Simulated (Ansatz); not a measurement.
**Run report: Al12O, single-point calculation (part 2 of 4)**

Al12O (slab, 13 atoms in the cell); DFT PBE, scalar-relativistic, plane waves, PAW, spin-polarised (Ansatz 0.2.0); cutoff 420 eV, 5×5×1 k-mesh, Gaussian smearing of 0.1 eV, collinear spins. The structure derives from an entry of the Crystallography Open Database.

Geometry of the input (Å; fractional positions):
```
5.7143  0.0000  0.0000
0.0000  5.7143  0.0000
0.0000  0.0000  21.1750
Al 0.2500  0.2500  0.1889
Al 0.2500  0.7500  0.1889
Al 0.7500  0.2500  0.1889
Al 0.7500  0.7500  0.1889
Al 0.0000  0.0000  0.2874
Al 0.0000  0.5000  0.2874
Al 0.5000  0.0000  0.2874
Al 0.5000  0.5000  0.2874
Al 0.2500  0.2500  0.3861
Al 0.2500  0.7500  0.3861
Al 0.7500  0.2500  0.3861
Al 0.7500  0.7500  0.3861
O  0.3333  0.3333  0.5575
```

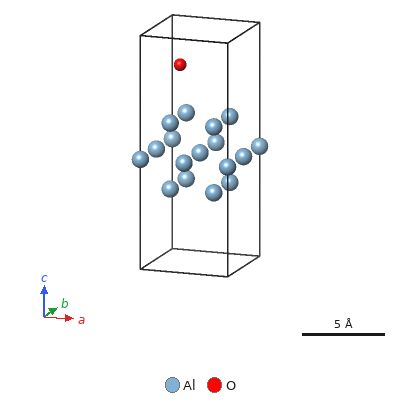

*The structure as given in the input (ball-and-stick view of the cell of the calculation, with the vacuum cut short, seen slightly off an axis).*

## Output, continued
```
SCF iter   1: F=—  HF=-7011.620871 eV  |F-HF|=—  |Δ(HF+E_count)|=         —  Δρ=4.45e-2 (↑7.60e-3 ↓4.45e-2)  dr2=4.47e1  dr2_m=2.88e0  M=0.018 μB ∫|m|=0.336 μB  β_m=0.30  ethr=3.10e-3  p=-0.000 e·Å  D=-6.92e-8 V/Å  ΔV_dip=0.00 eV  dr2_dipole=1.64e1  V_vac-E_F(+/−)=6.57/6.57 eV  ⟨swp⟩=8.2  Hψ=3724  notcnv=0
efield: sawtooth ramp at fractional position 0.8532 (placed from the atoms, in the widest stretch of the axis that holds none; the zero of the levels goes with the place), width 0.0400; the density the first Hamiltonian is built on has a dipole p = -0.000 e·Å; the dipole correction subtracts the counter field D = -6.92e-8 V/Å, which shifts the + side's vacuum level by +0.00 eV against the − side's; the planar-averaged density in the ramp window peaks in size at 4.2e-7 e/Å³
preconditioner: auto → LDOS  [metal: Δε(μ)=0.075 eV  Ē_g=6.000 eV  σ=0.100 eV  W_gap=0.36  n_scr=66 (ndim 8)  ℏωp=8.9 eV  f_vac=0.503  D(μ)=5.36/eV (n_scr^D=18)]
spin=Collinear: LDOS preconditioning applied to the charge; magnetization (m = ρ↑ − ρ↓) channel mixes plain (no charge-response kernel on spin).
SCF iter   2: F=—  HF=-7025.863426 eV  |F-HF|=—  |Δ(HF+E_count)|=    1.42e1  Δρ=7.04e-2 (↑7.04e-2 ↓3.64e-2)  dr2=2.91e2  dr2_m=1.88e0  M=0.004 μB ∫|m|=0.035 μB  β_m=0.30  ethr=3.10e-3  p=-0.889 e·Å  D=-2.33e-1 V/Å  ΔV_dip=4.93 eV  dr2_dipole=8.60e1  V_vac-E_F(+/−)=9.79/4.86 eV  ⟨swp⟩=3.7  Hψ=1539  notcnv=0  defer=100  κ⁻¹=1.0e0(r=1)
SCF iter   3: F=—  HF=-7009.179077 eV  |F-HF|=—  |Δ(HF+E_count)|=    1.67e1  Δρ=3.62e-2 (↑8.26e-3 ↓3.62e-2)  dr2=2.55e1  dr2_m=2.83e0  M=2.974 μB ∫|m|=2.981 μB  β_m=1.00  ethr=3.10e-3  p=-0.346 e·Å  D=-9.05e-2 V/Å  ΔV_dip=1.92 eV  dr2_dipole=5.37e0  V_vac-E_F(+/−)=7.35/5.44 eV  ⟨swp⟩=2.8  Hψ=1306  notcnv=0  defer=84  κ⁻¹=9.6e-4(r=2)
SCF iter   4: F=—  HF=-7008.771334 eV  |F-HF|=—  |Δ(HF+E_count)|=   4.08e-1  Δρ=5.14e-2 (↑8.75e-3 ↓5.14e-2)  dr2=3.97e1  dr2_m=5.53e0  M=0.098 μB ∫|m|=0.420 μB  β_m=0.30  ethr=3.10e-3  p=-0.147 e·Å  D=-3.86e-2 V/Å  ΔV_dip=0.82 eV  dr2_dipole=1.41e1  V_vac-E_F(+/−)=6.37/5.55 eV  ⟨swp⟩=2.3  Hψ=1085  notcnv=0  defer=91  κ⁻¹=3.1e-4(r=3)
SCF iter   5: F=—  HF=-7008.385473 eV  |F-HF|=—  |Δ(HF+E_count)|=   3.86e-1  Δρ=3.22e-2 (↑2.60e-3 ↓3.22e-2)  dr2=2.41e1  dr2_m=1.65e0  M=0.390 μB ∫|m|=0.545 μB  β_m=0.30  ethr=3.10e-3  p=-0.332 e·Å  D=-8.69e-2 V/Å  ΔV_dip=1.84 eV  dr2_dipole=8.59e0  V_vac-E_F(+/−)=6.87/5.03 eV  ⟨swp⟩=2.4  Hψ=1033  notcnv=0  defer=104  κ⁻¹=1.6e-5(r=4)
SCF iter   6: F=—  HF=-7009.677146 eV  |F-HF|=—  |Δ(HF+E_count)|=    1.29e0  Δρ=3.25e-2 (↑2.35e-3 ↓3.25e-2)  dr2=2.32e1  dr2_m=1.73e0  M=2.936 μB ∫|m|=2.982 μB  β_m=1.00  ethr=3.10e-3  p=-0.607 e·Å  D=-1.59e-1 V/Å  ΔV_dip=3.37 eV  dr2_dipole=7.77e0  V_vac-E_F(+/−)=7.49/4.13 eV  ⟨swp⟩=2.3  Hψ=1078  notcnv=0  defer=113  κ⁻¹=1.4e-5(r=5)
SCF iter   7: F=—  HF=-7009.290994 eV  |F-HF|=—  |Δ(HF+E_count)|=   3.86e-1  Δρ=1.58e-2 (↑1.22e-2 ↓1.58e-2)  dr2=2.01e1  dr2_m=2.42e-2  M=2.952 μB ∫|m|=3.015 μB  β_m=1.00  ethr=3.10e-3  p=-0.512 e·Å  D=-1.34e-1 V/Å  ΔV_dip=2.84 eV  dr2_dipole=6.77e0  V_vac-E_F(+/−)=7.04/4.21 eV  ⟨swp⟩=2.2  Hψ=1259  notcnv=0  defer=99  κ⁻¹=6.2e-6(r=6)
SCF iter   8: F=—  HF=-7009.167858 eV  |F-HF|=—  |Δ(HF+E_count)|=   1.23e-1  Δρ=1.37e-2 (↑1.29e-2 ↓1.37e-2)  dr2=1.89e1  dr2_m=1.25e-3  M=2.940 μB ∫|m|=3.017 μB  β_m=1.20  ethr=3.10e-3  p=-0.480 e·Å  D=-1.26e-1 V/Å  ΔV_dip=2.66 eV  dr2_dipole=6.48e0  V_vac-E_F(+/−)=6.85/4.19 eV  ⟨swp⟩=1.5  Hψ=674  notcnv=0  defer=99
Mixer restart at iter 8: flushing history
spin-set hold released at iteration 8 (site moments contracting): the magnetisation degrees of freedom join the quasi-Newton model from the next iteration; the mixer history was flushed
SCF iter   9: F=—  HF=-7011.358228 eV  |F-HF|=—  |Δ(HF+E_count)|=    2.19e0  Δρ=5.69e-2 (↑7.95e-3 ↓5.69e-2)  dr2=5.11e1  dr2_m=6.48e0  M=0.008 μB ∫|m|=0.412 μB  β_m=0.15  ethr=3.10e-3  p=-0.083 e·Å  D=-2.16e-2 V/Å  ΔV_dip=0.46 eV  dr2_dipole=1.66e1  V_vac-E_F(+/−)=5.31/4.85 eV  ⟨swp⟩=3.1  Hψ=1111  notcnv=0  defer=99  recentre
density mixer auto → msr1: a metal under ldos (density of states about μ 0.81 of a free-electron gas's, 66 screened modes)
SCF iter  10: F=—  HF=-7008.064613 eV  |F-HF|=—  |Δ(HF+E_count)|=    3.29e0  Δρ=9.82e-3 (↑9.82e-3 ↓5.60e-3)  dr2=5.50e0  dr2_m=6.99e-2  M=2.494 μB ∫|m|=2.552 μB  β_m=0.07  ethr=3.10e-3  p=-0.351 e·Å  D=-9.19e-2 V/Å  ΔV_dip=1.95 eV  dr2_dipole=1.82e0  V_vac-E_F(+/−)=6.31/4.36 eV  ⟨swp⟩=2.3  Hψ=1278  notcnv=0  defer=104
SCF iter  11: F=—  HF=-7008.963576 eV  |F-HF|=—  |Δ(HF+E_count)|=   8.99e-1  Δρ=4.89e-2 (↑7.73e-3 ↓4.89e-2)  dr2=4.07e1  dr2_m=5.00e0  M=0.083 μB ∫|m|=0.480 μB  β_m=0.04  ethr=3.10e-3  p=-0.238 e·Å  D=-6.23e-2 V/Å  ΔV_dip=1.32 eV  dr2_dipole=1.40e1  V_vac-E_F(+/−)=6.15/4.83 eV  ⟨swp⟩=2.0  Hψ=871  notcnv=0  defer=86  recentre
SCF iter  12: F=—  HF=-7008.197464 eV  |F-HF|=—  |Δ(HF+E_count)|=   7.66e-1  Δρ=2.41e-2 (↑7.24e-3 ↓2.41e-2)  dr2=6.68e0  dr2_m=1.55e0  M=1.070 μB ∫|m|=1.214 μB  β_m=0.04  ethr=3.10e-3  p=-0.309 e·Å  D=-8.08e-2 V/Å  ΔV_dip=1.71 eV  dr2_dipole=2.46e0  V_vac-E_F(+/−)=6.40/4.69 eV  ⟨swp⟩=1.0  Hψ=742  notcnv=0  defer=88
SCF iter  13: F=—  HF=-7008.240205 eV  |F-HF|=—  |Δ(HF+E_count)|=   4.27e-2  Δρ=1.24e-2 (↑5.85e-3 ↓1.24e-2)  dr2=8.76e-1  dr2_m=5.11e-1  M=1.593 μB ∫|m|=1.661 μB  β_m=0.12  ethr=3.10e-3  p=-0.329 e·Å  D=-8.61e-2 V/Å  ΔV_dip=1.82 eV  dr2_dipole=3.48e-1  V_vac-E_F(+/−)=6.41/4.59 eV  ⟨swp⟩=1.0  Hψ=660  notcnv=0  defer=90
SCF iter  14: F=—  HF=-7008.462914 eV  |F-HF|=—  |Δ(HF+E_count)|=   2.23e-1  Δρ=1.26e-2 (↑3.42e-3 ↓1.26e-2)  dr2=4.31e0  dr2_m=1.58e-1  M=2.402 μB ∫|m|=2.438 μB  β_m=0.13  ethr=2.09e-3  p=-0.374 e·Å  D=-9.79e-2 V/Å  ΔV_dip=2.07 eV  dr2_dipole=1.30e0  V_vac-E_F(+/−)=6.43/4.35 eV  ⟨swp⟩=1.7  Hψ=689  notcnv=0  defer=91  recentre
SCF iter  15: F=—  HF=-7008.514881 eV  |F-HF|=—  |Δ(HF+E_count)|=   5.20e-2  Δρ=2.78e-2 (↑3.98e-3 ↓2.78e-2)  dr2=1.57e1  dr2_m=1.57e0  M=0.689 μB ∫|m|=0.845 μB  β_m=0.35  ethr=2.09e-3  p=-0.291 e·Å  D=-7.62e-2 V/Å  ΔV_dip=1.61 eV  dr2_dipole=5.84e0  V_vac-E_F(+/−)=6.34/4.73 eV  ⟨swp⟩=1.5  Hψ=743  notcnv=0  defer=92
SCF iter  16: F=—  HF=-7008.908317 eV  |F-HF|=—  |Δ(HF+E_count)|=   3.93e-1  Δρ=3.72e-2 (↑2.26e-3 ↓3.72e-2)  dr2=3.55e1  dr2_m=2.22e0  M=0.165 μB ∫|m|=0.457 μB  β_m=0.37  ethr=2.09e-3  p=-0.270 e·Å  D=-7.06e-2 V/Å  ΔV_dip=1.50 eV  dr2_dipole=1.28e1  V_vac-E_F(+/−)=6.27/4.77 eV  ⟨swp⟩=1.0  Hψ=628  notcnv=0  defer=92
SCF iter  17: F=—  HF=-7008.435995 eV  |F-HF|=—  |Δ(HF+E_count)|=   4.72e-1  Δρ=1.05e-2 (↑1.05e-3 ↓1.05e-2)  dr2=1.34e0  dr2_m=1.58e-1  M=2.182 μB ∫|m|=2.209 μB  β_m=0.31  ethr=2.09e-3  p=-0.380 e·Å  D=-9.95e-2 V/Å  ΔV_dip=2.11 eV  dr2_dipole=3.50e-1  V_vac-E_F(+/−)=6.54/4.43 eV  ⟨swp⟩=1.1  Hψ=646  notcnv=0  defer=95
SCF iter  18: F=—  HF=-7008.454553 eV  |F-HF|=—  |Δ(HF+E_count)|=   1.86e-2  Δρ=6.78e-3 (↑6.14e-4 ↓6.78e-3)  dr2=2.85e-1  dr2_m=7.19e-2  M=2.008 μB ∫|m|=2.034 μB  β_m=0.41  ethr=2.09e-3  p=-0.368 e·Å  D=-9.62e-2 V/Å  ΔV_dip=2.04 eV  dr2_dipole=4.50e-2  V_vac-E_F(+/−)=6.52/4.49 eV  ⟨swp⟩=1.0  Hψ=714  notcnv=0  defer=98
SCF iter  19: F=—  HF=-7008.479799 eV  |F-HF|=—  |Δ(HF+E_count)|=   2.52e-2  Δρ=4.20e-3 (↑6.10e-4 ↓4.20e-3)  dr2=1.87e-1  dr2_m=2.99e-2  M=1.987 μB ∫|m|=2.011 μB  β_m=0.71  ethr=6.78e-4  p=-0.356 e·Å  D=-9.31e-2 V/Å  ΔV_dip=1.97 eV  dr2_dipole=3.21e-2  V_vac-E_F(+/−)=6.47/4.49 eV  ⟨swp⟩=1.5  Hψ=684  notcnv=0  defer=101
SCF iter  20: F=—  HF=-7008.486526 eV  |F-HF|=—  |Δ(HF+E_count)|=   6.73e-3  Δρ=3.90e-4 (↑1.86e-4 ↓3.90e-4)  dr2=5.51e-3  dr2_m=3.83e-4  M=1.850 μB ∫|m|=1.882 μB  β_m=0.77  ethr=4.45e-4  p=-0.353 e·Å  D=-9.24e-2 V/Å  ΔV_dip=1.96 eV  dr2_dipole=3.77e-3  V_vac-E_F(+/−)=6.45/4.50 eV  ⟨swp⟩=1.5  Hψ=759  notcnv=0  defer=101
SCF iter  21: F=—  HF=-7008.487393 eV  |F-HF|=—  |Δ(HF+E_count)|=   8.67e-4  Δρ=1.48e-3 (↑1.02e-4 ↓1.48e-3)  dr2=3.09e-2  dr2_m=3.67e-3  M=1.817 μB ∫|m|=1.852 μB  β_m=0.77  ethr=1.31e-5  p=-0.359 e·Å  D=-9.40e-2 V/Å  ΔV_dip=1.99 eV  dr2_dipole=1.02e-2  V_vac-E_F(+/−)=6.48/4.49 eV  ⟨swp⟩=2.0  Hψ=989  notcnv=0  defer=101
SCF iter  22: F=—  HF=-7008.497541 eV  |F-HF|=—  |Δ(HF+E_count)|=   1.01e-2  Δρ=4.56e-3 (↑2.65e-4 ↓4.56e-3)  dr2=2.79e-1  dr2_m=3.38e-2  M=1.709 μB ∫|m|=1.749 μB  β_m=0.88  ethr=1.31e-5  p=-0.371 e·Å  D=-9.71e-2 V/Å  ΔV_dip=2.06 eV  dr2_dipole=9.35e-2  V_vac-E_F(+/−)=6.57/4.51 eV  ⟨swp⟩=2.0  Hψ=886  notcnv=0  defer=101  recentre
SCF iter  23: F=—  HF=-7008.487930 eV  |F-HF|=—  |Δ(HF+E_count)|=   9.61e-3  Δρ=1.57e-3 (↑1.12e-4 ↓1.57e-3)  dr2=5.16e-2  dr2_m=3.88e-3  M=1.798 μB ∫|m|=1.834 μB  β_m=0.94  ethr=1.31e-5  p=-0.362 e·Å  D=-9.47e-2 V/Å  ΔV_dip=2.01 eV  dr2_dipole=1.88e-2  V_vac-E_F(+/−)=6.50/4.50 eV  ⟨swp⟩=2.0  Hψ=988  notcnv=0  defer=101
SCF iter  24: F=-7008.485457 eV  HF=-7008.488115 eV  |F-HF|=2.66e-3  |Δ(HF+E_count)|=   1.85e-4  Δρ=1.14e-3 (↑1.33e-4 ↓1.14e-3)  dr2=5.61e-3  dr2_m=2.45e-3  M=1.840 μB ∫|m|=1.875 μB  β_m=0.90  ethr=1.31e-5  p=-0.364 e·Å  D=-9.53e-2 V/Å  ΔV_dip=2.02 eV  dr2_dipole=1.79e-3  V_vac-E_F(+/−)=6.51/4.49 eV  ⟨swp⟩=2.0  Hψ=631  notcnv=0  defer=101
SCF iter  25: F=-7008.493099 eV  HF=-7008.491434 eV  |F-HF|=1.67e-3  |Δ(HF+E_count)|=   3.32e-3  Δρ=1.46e-3 (↑1.48e-4 ↓1.46e-3)  dr2=5.07e-3  dr2_m=4.07e-3  M=1.840 μB ∫|m|=1.874 μB  β_m=0.87  ethr=1.31e-5  p=-0.368 e·Å  D=-9.64e-2 V/Å  ΔV_dip=2.04 eV  dr2_dipole=7.31e-4  V_vac-E_F(+/−)=6.53/4.49 eV  ⟨swp⟩=2.0  Hψ=695  notcnv=0  defer=101
SCF iter  26: F=-7008.466186 eV  HF=-7008.495882 eV  |F-HF|=2.97e-2  |Δ(HF+E_count)|=   4.45e-3  Δρ=1.89e-3 (↑1.88e-4 ↓1.89e-3)  dr2=3.06e-2  dr2_m=6.53e-3  M=1.802 μB ∫|m|=1.836 μB  β_m=0.23  ethr=1.21e-5  p=-0.373 e·Å  D=-9.75e-2 V/Å  ΔV_dip=2.07 eV  dr2_dipole=9.61e-3  V_vac-E_F(+/−)=6.56/4.50 eV  ⟨swp⟩=2.0  Hψ=734  notcnv=0  defer=101  recentre
SCF iter  27: F=-7008.485070 eV  HF=-7008.487548 eV  |F-HF|=2.48e-3  |Δ(HF+E_count)|=   8.33e-3  Δρ=8.28e-4 (↑1.25e-4 ↓8.28e-4)  dr2=3.65e-3  dr2_m=1.39e-3  M=1.840 μB ∫|m|=1.875 μB  β_m=0.62  ethr=1.21e-5  p=-0.364 e·Å  D=-9.52e-2 V/Å  ΔV_dip=2.02 eV  dr2_dipole=1.28e-3  V_vac-E_F(+/−)=6.51/4.49 eV  ⟨swp⟩=2.2  Hψ=1005  notcnv=0  defer=101  recentre
SCF iter  28: F=-7008.496576 eV  HF=-7008.495546 eV  |F-HF|=1.03e-3  |Δ(HF+E_count)|=   8.00e-3  Δρ=1.01e-3 (↑2.28e-4 ↓1.01e-3)  dr2=2.17e-3  dr2_m=2.36e-3  M=1.841 μB ∫|m|=1.874 μB  β_m=0.41  ethr=8.70e-6  p=-0.374 e·Å  D=-9.77e-2 V/Å  ΔV_dip=2.07 eV  dr2_dipole=3.73e-4  V_vac-E_F(+/−)=6.56/4.49 eV  ⟨swp⟩=2.5  Hψ=933  notcnv=0  defer=101
SCF iter  29: F=-7008.481574 eV  HF=-7008.498462 eV  |F-HF|=1.69e-2  |Δ(HF+E_count)|=   2.92e-3  Δρ=1.08e-3 (↑2.41e-4 ↓1.08e-3)  dr2=1.49e-2  dr2_m=2.52e-3  M=1.816 μB ∫|m|=1.849 μB  β_m=0.40  ethr=5.16e-6  p=-0.379 e·Å  D=-9.92e-2 V/Å  ΔV_dip=2.10 eV  dr2_dipole=5.19e-3  V_vac-E_F(+/−)=6.59/4.49 eV  ⟨swp⟩=2.8  Hψ=1027  notcnv=0  defer=102  recentre
SCF iter  30: F=-7008.468944 eV  HF=-7008.498623 eV  |F-HF|=2.97e-2  |Δ(HF+E_count)|=   1.61e-4  Δρ=1.35e-3 (↑2.12e-4 ↓1.35e-3)  dr2=2.56e-2  dr2_m=3.58e-3  M=1.805 μB ∫|m|=1.839 μB  β_m=0.52  ethr=5.16e-6  p=-0.379 e·Å  D=-9.92e-2 V/Å  ΔV_dip=2.10 eV  dr2_dipole=8.92e-3  V_vac-E_F(+/−)=6.59/4.49 eV  ⟨swp⟩=1.0  Hψ=538  notcnv=0  defer=102  recentre
SCF iter  31: F=-7008.472075 eV  HF=-7008.498473 eV  |F-HF|=2.64e-2  |Δ(HF+E_count)|=   1.50e-4  Δρ=1.35e-3 (↑1.36e-4 ↓1.35e-3)  dr2=2.32e-2  dr2_m=3.35e-3  M=1.810 μB ∫|m|=1.842 μB  β_m=0.29  ethr=5.16e-6  p=-0.379 e·Å  D=-9.91e-2 V/Å  ΔV_dip=2.10 eV  dr2_dipole=8.08e-3  V_vac-E_F(+/−)=6.59/4.49 eV  ⟨swp⟩=1.1  Hψ=516  notcnv=0  defer=102  recentre
SCF iter  32: F=-7008.496413 eV  HF=-7008.497123 eV  |F-HF|=7.09e-4  |Δ(HF+E_count)|=   1.35e-3  Δρ=7.93e-4 (↑2.00e-4 ↓7.93e-4)  dr2=2.18e-3  dr2_m=1.51e-3  M=1.839 μB ∫|m|=1.872 μB  β_m=0.21  ethr=5.16e-6  p=-0.377 e·Å  D=-9.86e-2 V/Å  ΔV_dip=2.09 eV  dr2_dipole=6.50e-4  V_vac-E_F(+/−)=6.58/4.49 eV  ⟨swp⟩=2.0  Hψ=792  notcnv=0  defer=102
SCF iter  33: F=-7008.498224 eV  HF=-7008.498034 eV  |F-HF|=1.90e-4  |Δ(HF+E_count)|=   9.12e-4  Δρ=3.17e-4 (↑1.49e-4 ↓3.17e-4)  dr2=1.83e-4  dr2_m=3.09e-4  M=1.851 μB ∫|m|=1.883 μB  β_m=0.76  ethr=5.16e-6  p=-0.381 e·Å  D=-9.97e-2 V/Å  ΔV_dip=2.11 eV  dr2_dipole=2.63e-5  V_vac-E_F(+/−)=6.60/4.49 eV  ⟨swp⟩=2.0  Hψ=670  notcnv=0  defer=102
SCF iter  34: F=-7008.498431 eV  HF=-7008.498461 eV  |F-HF|=3.02e-5  |Δ(HF+E_count)|=   4.27e-4  Δρ=9.80e-5 (↑3.22e-5 ↓9.80e-5)  dr2=6.31e-5  dr2_m=2.23e-5  M=1.853 μB ∫|m|=1.884 μB  β_m=0.88  ethr=4.35e-7  p=-0.387 e·Å  D=-1.01e-1 V/Å  ΔV_dip=2.14 eV  dr2_dipole=2.89e-5  V_vac-E_F(+/−)=6.63/4.48 eV  ⟨swp⟩=3.0  Hψ=982  notcnv=0  defer=102
SCF iter  35: F=-7008.498509 eV  HF=-7008.498509 eV  |F-HF|=8.02e-9  |Δ(HF+E_count)|=   4.84e-5  Δρ=1.02e-4 (↑1.46e-5 ↓1.02e-4)  dr2=3.53e-5  dr2_m=1.97e-5  M=1.856 μB ∫|m|=1.887 μB  β_m=0.94  ethr=1.50e-7  p=-0.388 e·Å  D=-1.02e-1 V/Å  ΔV_dip=2.15 eV  dr2_dipole=3.51e-8  V_vac-E_F(+/−)=6.63/4.48 eV  ⟨swp⟩=2.2  Hψ=993  notcnv=0  defer=102
SCF iter  36: F=-7008.498455 eV  HF=-7008.498543 eV  |F-HF|=8.78e-5  |Δ(HF+E_count)|=   3.31e-5  Δρ=1.26e-4 (↑1.37e-5 ↓1.26e-4)  dr2=1.02e-4  dr2_m=2.96e-5  M=1.858 μB ∫|m|=1.889 μB  β_m=0.83  ethr=8.39e-8  p=-0.389 e·Å  D=-1.02e-1 V/Å  ΔV_dip=2.15 eV  dr2_dipole=3.11e-5  V_vac-E_F(+/−)=6.64/4.48 eV  ⟨swp⟩=2.5  Hψ=888  notcnv=0  defer=102  recentre
SCF iter  37: F=-7008.498408 eV  HF=-7008.498577 eV  |F-HF|=1.69e-4  |Δ(HF+E_count)|=   3.48e-5  Δρ=1.51e-4 (↑2.16e-5 ↓1.51e-4)  dr2=1.79e-4  dr2_m=4.42e-5  M=1.859 μB ∫|m|=1.890 μB  β_m=0.97  ethr=8.39e-8  p=-0.389 e·Å  D=-1.02e-1 V/Å  ΔV_dip=2.16 eV  dr2_dipole=5.68e-5  V_vac-E_F(+/−)=6.64/4.48 eV  ⟨swp⟩=2.5  Hψ=899  notcnv=0  defer=102  recentre
SCF iter  38: F=-7008.498504 eV  HF=-7008.498535 eV  |F-HF|=3.16e-5  |Δ(HF+E_count)|=   4.19e-5  Δρ=1.18e-4 (↑1.68e-5 ↓1.18e-4)  dr2=6.67e-5  dr2_m=2.44e-5  M=1.857 μB ∫|m|=1.888 μB  β_m=0.82  ethr=8.39e-8  p=-0.388 e·Å  D=-1.02e-1 V/Å  ΔV_dip=2.15 eV  dr2_dipole=1.14e-5  V_vac-E_F(+/−)=6.63/4.48 eV  ⟨swp⟩=2.5  Hψ=903  notcnv=0  defer=102
SCF iter  39: F=-7008.498572 eV  HF=-7008.498571 eV  |F-HF|=6.59e-7  |Δ(HF+E_count)|=   3.55e-5  Δρ=1.19e-4 (↑2.73e-5 ↓1.19e-4)  dr2=5.76e-5  dr2_m=2.69e-5  M=1.856 μB ∫|m|=1.887 μB  β_m=0.49  ethr=8.39e-8  p=-0.387 e·Å  D=-1.01e-1 V/Å  ΔV_dip=2.15 eV  dr2_dipole=6.03e-6  V_vac-E_F(+/−)=6.63/4.48 eV  ⟨swp⟩=2.5  Hψ=929  notcnv=0  defer=102
SCF iter  40: F=-7008.498580 eV  HF=-7008.498652 eV  |F-HF|=7.21e-5  |Δ(HF+E_count)|=   8.10e-5  Δρ=1.54e-4 (↑2.00e-5 ↓1.54e-4)  dr2=1.12e-4  dr2_m=4.69e-5  M=1.852 μB ∫|m|=1.884 μB  β_m=0.50  ethr=8.39e-8  p=-0.387 e·Å  D=-1.01e-1 V/Å  ΔV_dip=2.15 eV  dr2_dipole=3.55e-5  V_vac-E_F(+/−)=6.63/4.48 eV  ⟨swp⟩=2.5  Hψ=951  notcnv=0  defer=102
SCF iter  41: F=-7008.498805 eV  HF=-7008.498776 eV  |F-HF|=2.90e-5  |Δ(HF+E_count)|=   1.24e-4  Δρ=1.60e-4 (↑1.89e-5 ↓1.60e-4)  dr2=4.08e-5  dr2_m=4.98e-5  M=1.855 μB ∫|m|=1.886 μB  β_m=0.58  ethr=8.39e-8  p=-0.388 e·Å  D=-1.01e-1 V/Å  ΔV_dip=2.15 eV  dr2_dipole=6.02e-8  V_vac-E_F(+/−)=6.63/4.48 eV  ⟨swp⟩=3.0  Hψ=1136  notcnv=0  defer=102
```
